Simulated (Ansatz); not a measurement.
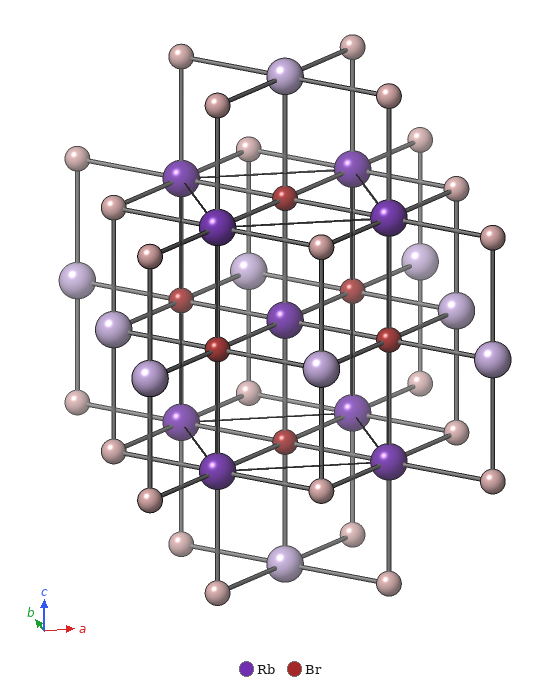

This ball-and-stick model is shown slightly off an axis. Lines trace the edges of the conventional unit cell. The bonded neighbours beyond the faces are included, in fainter colours.

RbBr, space group Immm (No. 71), a = 4.777 Å, b = 5.012 Å, c = 6.922 Å, α = 90.00°, β = 90.00°, γ = 90.00°. Origin of the cell: a structure type filled with these elements by a generator (whether the compound takes this form wasn't checked). The cell was then strained or its atoms displaced on purpose. It went into a calculation with Ansatz.

This one geometry was computed with Ansatz (DFT, plane waves, PAW) at three levels of theory: HSE06, r2SCAN and PBE. It was relaxed with r2SCAN and then strained.

Question: How does the band gap change with the level of theory?

Answer: PBE: a gap of 4.24 eV, direct; r2SCAN: a gap of 4.85 eV, direct; HSE06: a gap of 5.40 eV, direct.

Question: Collect the results in a table.

Answer:
| level | cutoff (eV) | k-mesh of the run's cell | gap (eV) | pressure (GPa) |
| --- | --- | --- | --- | --- |
| HSE06 | 420 | 4×4×4 | 5.40 | 0.3 |
| r2SCAN | 500 | 6×6×6 | 4.85 | 0.0 |
| PBE | 420 | 6×6×6 | 4.24 | 0.5 |

Gaps are taken on the k-mesh or band path of each run.
